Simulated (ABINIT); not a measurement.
**Run report: HgSe, phonons q calculation (part 2 of 2)**

Continued. System: HgSe (F-43m, 2 atoms in the cell). Method: Kohn-Sham DFT of a periodic cell, PBEsol, PseudoDojo NC SR PBEsol v0.4.1 standard, no spin polarisation (ABINIT 10.8.3); cutoff 1061.24 eV, 4×4×4 k-mesh, fermi-dirac of 0.05 eV. The structure derives from an entry of the Crystallography Open Database. The settings are looser than a standard set-up, so the numbers are not reference values.

Geometry of the input (Å; fractional positions):
```
0.0000  3.0662  3.0662
3.0662  0.0000  3.0662
3.0662  3.0662  0.0000
Hg 0.0000  0.0000  0.0000
Se 0.7500  0.7500  0.7500
```

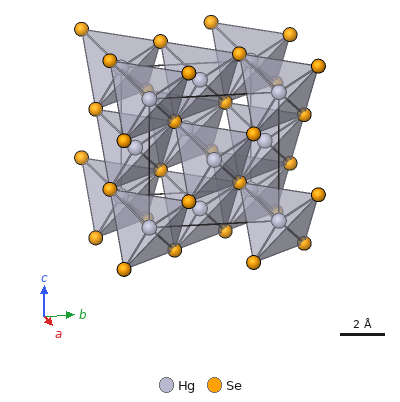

**Figure 1.** The input geometry (polyhedral view of the cell 4 times as large as that of the calculation, set on its symmetry axes, seen slightly off an axis; polyhedra are completed across the faces of the cell).

## Output, continued
```
 cartesian forces (eV/Angstrom) at end:
    1      0.00000000000000     0.00000000000000    -0.00000000000000
    2     -0.00000000000000    -0.00000000000000     0.00000000000000
 frms,max,avg= 1.1439562E-27 1.7922349E-27   0.000E+00  0.000E+00  0.000E+00 e/A
 length scales=  8.194264996677  8.194264996677  8.194264996677 bohr
              =  4.336218293400  4.336218293400  4.336218293400 angstroms
 Fermi (or HOMO) energy (hartree) =   0.16300   Average Vxc (hartree)=  -0.35819
 Eigenvalues (hartree) for nkpt=   8  k points:
 kpt#   1, nband= 25, wtk=  0.01563, kpt=  0.0000  0.0000  0.0000 (reduced coord)
  -4.05191   -2.15137   -2.15137   -2.15137   -1.58328   -1.58328   -1.58328   -1.58315
  -1.58315   -0.32746   -0.09682   -0.09682   -0.09682   -0.07091   -0.07091    0.12201
   0.16173    0.16173    0.16173    0.36178    0.36178    0.36178    0.46537    0.57565
   0.57565
      occupation numbers for kpt#   1
   2.00000    2.00000    2.00000    2.00000    2.00000    2.00000    2.00000    2.00000
   2.00000    2.00000    2.00000    2.00000    2.00000    2.00000    2.00000    2.00000
   1.33360    1.33360    1.33360    0.00000    0.00000    0.00000    0.00000    0.00000
   0.00000
 prteigrs : prtvol=0 or 1, do not print more k-points.

--- !EnergyTerms
iteration_state     : {dtset: 1, }
comment             : Components of total free energy in Hartree
kinetic             :  1.26017729875357E+02
hartree             :  8.91929679411549E+01
xc                  : -5.14004588113173E+01
Ewald energy        : -1.51914680971975E+02
psp_core            :  5.52441711871488E+00
local_psp           : -2.58525577953602E+02
non_local_psp       : -4.65685301133389E+01
internal            : -2.87674132915006E+02
'-kT*entropy'       : -1.09899741957832E-04
total_energy        : -2.87674242814748E+02
total_energy_eV     : -7.82801493425224E+03
band_energy         : -3.78405503884531E+01
...

 Cartesian components of stress tensor (hartree/bohr^3)
  sigma(1 1)= -1.01975300E-05  sigma(3 2)=  0.00000000E+00
  sigma(2 2)= -1.01975300E-05  sigma(3 1)=  0.00000000E+00
  sigma(3 3)= -1.01975300E-05  sigma(2 1)=  0.00000000E+00

-Cartesian components of stress tensor (GPa)         [Pressure=  3.0002E-01 GPa]
- sigma(1 1)= -3.00021692E-01  sigma(3 2)=  0.00000000E+00
- sigma(2 2)= -3.00021692E-01  sigma(3 1)=  0.00000000E+00
- sigma(3 3)= -3.00021692E-01  sigma(2 1)=  0.00000000E+00

================================================================================
== DATASET  2 ==================================================================

--- !DatasetInfo
iteration_state: {dtset: 2, }
dimensions: {natom: 2, nkpt: 64, mband: 25, nsppol: 1, nspinor: 1, nspden: 1, mpw: 4573, }
cutoff_energies: {ecut:  39.0, pawecutdg:  -1.0, }
electrons: {nelect:   3.60000000E+01, charge:   0.00000000E+00, occopt:   3.00000000E+00, tsmear:   1.83747000E-03, }
meta: {optdriver: 1, rfphon: 1, }
...

 mkfilename : getwfk/=0, take file _WFK from output of DATASET   1.

 Real(R)+Recip(G) space primitive vectors, cartesian coordinates (Bohr,Bohr^-1):
 R(1)=  0.0000000  5.7942203  5.7942203  G(1)= -0.0862929  0.0862929  0.0862929
 R(2)=  5.7942203  0.0000000  5.7942203  G(2)=  0.0862929 -0.0862929  0.0862929
 R(3)=  5.7942203  5.7942203  0.0000000  G(3)=  0.0862929  0.0862929 -0.0862929
 Unit cell volume ucvol=  3.8905860E+02 bohr^3
 Angles (23,13,12)=  6.00000000E+01  6.00000000E+01  6.00000000E+01 degrees
 setup1 : take into account q-point for computing boxcut.

 getcut: wavevector=  0.5000  0.5000  0.5000  ngfft=  48  48  48
         ecut(hartree)=     39.000   => boxcut(ratio)=   2.04051
--------------------------------------------------------------------------------

 ==>  initialize data related to q vector <==

 The list of irreducible perturbations for this q vector is:
    1)    idir= 1    ipert=   1
    2)    idir= 1    ipert=   2

================================================================================

 The perturbation idir=   2  ipert=   1 is
 symmetric of a previously calculated perturbation.
 So, its SCF calculation is not needed.

 The perturbation idir=   3  ipert=   1 is
 symmetric of a previously calculated perturbation.
 So, its SCF calculation is not needed.

 The perturbation idir=   2  ipert=   2 is
 symmetric of a previously calculated perturbation.
 So, its SCF calculation is not needed.

 The perturbation idir=   3  ipert=   2 is
 symmetric of a previously calculated perturbation.
 So, its SCF calculation is not needed.

--------------------------------------------------------------------------------
 Perturbation wavevector (in red.coord.)   0.500000  0.500000  0.500000
 Perturbation : displacement of atom   1   along direction   1
 Found     2 symmetries that leave the perturbation invariant.
 symkpt : the number of k-points, thanks to the symmetries,
 is reduced to    40 .

--------------------------------------------------------------------------------

--------------------------------------------------------------------------------

 dfpt_looppert : total number of electrons, from k and k+q
  fully or partially occupied states are    3.600000E+01 and    3.600000E+01.
 Initialisation of the first-order wave-functions :
  ireadwf=   0

--- !BeginCycle
iteration_state: {dtset: 2, }
solver: {iscf: 7, nstep: 80, nline: 4, wfoptalg: 0, }
tolerances: {tolvrs: 1.00E-09, }
...

     iter   2DEtotal(Ha)        deltaE(Ha) residm    vres2
-ETOT  1   9.2550494410668     -1.077E+04 1.854E+01 4.354E+04
 ETOT  2   3.7199214141335     -5.535E+00 6.153E-02 1.591E+03
 ETOT  3   3.6159154201530     -1.040E-01 2.076E-03 1.572E+03
 ETOT  4   3.5480498795466     -6.787E-02 1.412E-03 1.516E+02
 ETOT  5   3.5426405303449     -5.409E-03 3.636E-04 4.804E+00
 ETOT  6   3.5423594413230     -2.811E-04 3.428E-05 1.090E+00
 ETOT  7   3.5422805367059     -7.890E-05 2.751E-06 1.415E-01
 ETOT  8   3.5422686173958     -1.192E-05 2.650E-07 5.581E-03
 ETOT  9   3.5422682101769     -4.072E-07 3.626E-08 6.226E-04
 ETOT 10   3.5422681822863     -2.789E-08 1.697E-09 3.507E-05
 ETOT 11   3.5422681804000     -1.886E-09 2.394E-10 5.173E-06
 ETOT 12   3.5422681802654     -1.346E-10 9.297E-12 1.032E-06
 ETOT 13   3.5422681804928      2.274E-10 1.561E-12 1.427E-07
 ETOT 14   3.5422681809403      4.475E-10 2.666E-13 6.182E-09
 ETOT 15   3.5422681808093     -1.310E-10 3.223E-14 1.575E-09
 ETOT 16   3.5422681801690     -6.403E-10 1.033E-15 6.107E-10

 At SCF step   16       vres2   =  6.11E-10 < tolvrs=  1.00E-09 =>converged.
================================================================================

 ----iterations are completed or convergence reached----

 Mean square residual over all n,k,spin=   40.802E-18; max=  10.329E-16

 2DEtotal=    0.3542268180E+01 Ha. Also 2DEtotal=    0.963900276374E+02 eV
    (2DErelax=   -1.0770729397E+04 Ha. 2DEnonrelax=    1.0774271665E+04 Ha)
    (  non-var. 2DEtotal :    3.5422656321E+00 Ha)

--------------------------------------------------------------------------------
 Perturbation wavevector (in red.coord.)   0.500000  0.500000  0.500000
 Perturbation : displacement of atom   2   along direction   1
 Found     2 symmetries that leave the perturbation invariant.
 symkpt : the number of k-points, thanks to the symmetries,
 is reduced to    40 .

--------------------------------------------------------------------------------

--------------------------------------------------------------------------------

 dfpt_looppert : total number of electrons, from k and k+q
  fully or partially occupied states are    3.600000E+01 and    3.600000E+01.
 Initialisation of the first-order wave-functions :
  ireadwf=   0

--- !BeginCycle
iteration_state: {dtset: 2, }
solver: {iscf: 7, nstep: 80, nline: 4, wfoptalg: 0, }
tolerances: {tolvrs: 1.00E-09, }
...

     iter   2DEtotal(Ha)        deltaE(Ha) residm    vres2
-ETOT  1   14.649636131835     -6.521E+04 7.995E+01 2.367E+03
 ETOT  2   5.2038145422189     -9.446E+00 6.243E-02 3.833E+02
 ETOT  3   5.1740154247668     -2.980E-02 1.247E-03 1.387E+02
 ETOT  4   5.1666681469210     -7.347E-03 1.037E-04 2.952E+01
 ETOT  5   5.1652033242494     -1.465E-03 2.009E-05 3.147E+00
 ETOT  6   5.1650945506622     -1.088E-04 4.980E-06 7.405E-01
 ETOT  7   5.1650537614182     -4.079E-05 1.027E-06 1.308E-02
 ETOT  8   5.1650532748749     -4.865E-07 9.342E-08 9.808E-04
 ETOT  9   5.1650531998962     -7.498E-08 5.652E-09 6.148E-04
 ETOT 10   5.1650531740083     -2.589E-08 1.229E-09 4.628E-05
 ETOT 11   5.1650531721239     -1.884E-09 1.790E-10 1.222E-06
 ETOT 12   5.1650531720875     -3.638E-11 6.284E-12 1.100E-07
 ETOT 13   5.1650531721893      1.019E-10 8.683E-13 4.273E-09
 ETOT 14   5.1650531719565     -2.328E-10 7.724E-14 5.076E-10

 At SCF step   14       vres2   =  5.08E-10 < tolvrs=  1.00E-09 =>converged.
================================================================================

 ----iterations are completed or convergence reached----

 Mean square residual over all n,k,spin=   86.248E-17; max=  77.236E-15

 2DEtotal=    0.5165053172E+01 Ha. Also 2DEtotal=    0.140548256843E+03 eV
    (2DErelax=   -6.5216518563E+04 Ha. 2DEnonrelax=    6.5221683616E+04 Ha)
    (  non-var. 2DEtotal :    5.1650561367E+00 Ha)

================================================================================

 ---- first-order wavefunction calculations are completed ----

 ==> Compute Derivative Database <==

  Dynamical matrix, in cartesian coordinates,
   if specified in the inputs, asr has been imposed
     j1       j2             matrix element
  dir pert dir pert     real part    imaginary part

   1    1   1    1         0.0430152636         0.0000055246
   1    1   2    1         0.0097394311        -0.0000055246
   1    1   3    1         0.0097394311        -0.0000055246
   1    1   1    2        -0.0180925761        -0.0000025128
   1    1   2    2         0.0206137140         0.0000011279
   1    1   3    2         0.0206137140         0.0000011279

   2    1   1    1         0.0097394311        -0.0000055246
   2    1   2    1         0.0430152636         0.0000055246
   2    1   3    1         0.0097394311        -0.0000055246
   2    1   1    2         0.0206137140         0.0000011279
   2    1   2    2        -0.0180925761        -0.0000025128
   2    1   3    2         0.0206137140         0.0000011279

   3    1   1    1         0.0097394311        -0.0000055246
   3    1   2    1         0.0097394311        -0.0000055246
   3    1   3    1         0.0430152636         0.0000055246
   3    1   1    2         0.0206137140         0.0000011279
   3    1   2    2         0.0206137140         0.0000011279
   3    1   3    2        -0.0180925761        -0.0000025128

   1    2   1    1        -0.0180928724         0.0000034975
   1    2   2    1         0.0206138578        -0.0000021122
   1    2   3    1         0.0206138578        -0.0000021122
   1    2   1    2         0.0638720997        -0.0000002597
   1    2   2    2         0.0130506916         0.0000002597
   1    2   3    2         0.0130506916         0.0000002597

   2    2   1    1         0.0206138578        -0.0000021122
   2    2   2    1        -0.0180928724         0.0000034975
   2    2   3    1         0.0206138578        -0.0000021122
   2    2   1    2         0.0130506916         0.0000002597
   2    2   2    2         0.0638720997        -0.0000002597
   2    2   3    2         0.0130506916         0.0000002597

   3    2   1    1         0.0206138578        -0.0000021122
   3    2   2    1         0.0206138578        -0.0000021122
   3    2   3    1        -0.0180928724         0.0000034975
   3    2   1    2         0.0130506916         0.0000002597
   3    2   2    2         0.0130506916         0.0000002597
   3    2   3    2         0.0638720997        -0.0000002597

  Phonon wavevector (reduced coordinates) :  0.50000  0.50000  0.50000
 Phonon energies in Hartree :
   9.172782E-05  9.172782E-05  3.866875E-04  6.600568E-04  6.600568E-04
   8.040401E-04
 Phonon frequencies in cm-1    :
   2.013193E+01  2.013193E+01  8.486810E+01  1.448657E+02  1.448657E+02
   1.764664E+02

== END DATASET(S) ==============================================================
================================================================================

 -outvars: echo values of variables after computation  --------
            acell      8.1942649967E+00  8.1942649967E+00  8.1942649967E+00 Bohr
           etotal1    -2.8767424281E+02
           etotal2     5.1650531720E+00
            fcart1     1.1617806462E-29  1.1617806462E-29 -3.4853419386E-29
                      -1.1617806462E-29 -1.1617806462E-29  3.4853419386E-29
            fcart2     0.0000000000E+00  0.0000000000E+00  0.0000000000E+00
                       0.0000000000E+00  0.0000000000E+00  0.0000000000E+00
            rprim      0.0000000000E+00  7.0710678120E-01  7.0710678120E-01
                       7.0710678120E-01  0.0000000000E+00  7.0710678120E-01
                       7.0710678120E-01  7.0710678120E-01  0.0000000000E+00
           strten1    -1.0197530027E-05 -1.0197530027E-05 -1.0197530027E-05
                       0.0000000000E+00  0.0000000000E+00  0.0000000000E+00
           strten2     0.0000000000E+00  0.0000000000E+00  0.0000000000E+00
                       0.0000000000E+00  0.0000000000E+00  0.0000000000E+00
           xangst      0.0000000000E+00  0.0000000000E+00  0.0000000000E+00
                       4.5992540400E+00  4.5992540400E+00  4.5992540400E+00
             xred      0.0000000000E+00  0.0000000000E+00  0.0000000000E+00
                       7.5000000000E-01  7.5000000000E-01  7.5000000000E-01
 Calculation completed.
```

## Summary

- outcome: converged
- space group (tolerance 0.01 Å): F-43m (216)
- electrons treated: 36
- free energy: −7828.0149 eV
- Fermi energy: 4.436 eV
- gap on the k-point mesh: none (metallic)
- pressure: 0.30 GPa
- largest force (length of the vector): under 0.001 eV/Å
- wall time: 9.6 min
- peak memory: 0.34 GiB

## Remarks

The settings depart from the standard set-up of this series, which can bear on the numbers. The record of the run, not the program, notes: chneut/=0 not allowed with q/=0 => chneut reset to 0 locally; asr/=0 not allowed with q/=0 => asr reset to 0 locally. Points of doubt noted for this run: k mesh coarse for metal response. Spin–orbit coupling is left out, which matters for Hg.
